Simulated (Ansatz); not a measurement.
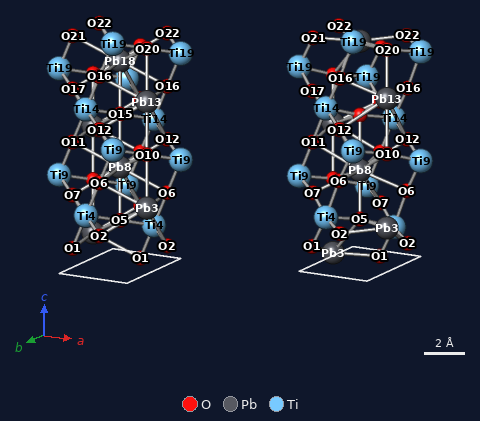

Two geometries of a slab of composition Ti2Pb2O7 (cut from the Pm-3m phase), drawn at one scale. One is the start of a relaxation, the other its converged end. Style: ball-and-stick. Shown: the cell of the calculation, outlined in the plane, without the vacuum (origin shifted), from a free direction.

The calculation used DFT PBE, scalar-relativistic, plane waves, PAW in Ansatz. Settings: plane-wave cutoff 420 eV; k-point mesh 7 × 5 × 1; occupations gaussian; smearing width 0.05 eV; no spin polarisation; dipole correction; atoms relaxed in a fixed cell; force threshold 0.02 eV/Å; at most 60 steps.

Which one is relaxed?

The right one is the relaxed one. The slab is the (1 1 0) face of TiPbO3. The largest moves, 1.05 Å, are those of Pb3 and Pb18. Pb18 goes along the normal (+c). Largest moves by element: Pb 1.05 Å, O 0.12 Å, Ti 0.09 Å. The lattice vectors keep their values. Near-neighbour distances that change, for instance: O15–Pb18 2.805 → 3.905 Å, O16–Pb18 2.805 → 3.549 Å, O1–Pb3 2.805 → 2.414 Å, O5–Pb8 2.805 → 2.578 Å. Among the angles between lasting bonds that change: O1–Ti4–O2 90.0° → 100.9°, O1–Ti4–O6 180.0° → 169.8°, O6–Ti4–O7 90.0° → 80.5°. The energy falls by 2.682 eV per cell of the calculation in 9 geometry steps. The largest force component goes from 2.9 to 0.013 eV/Å.
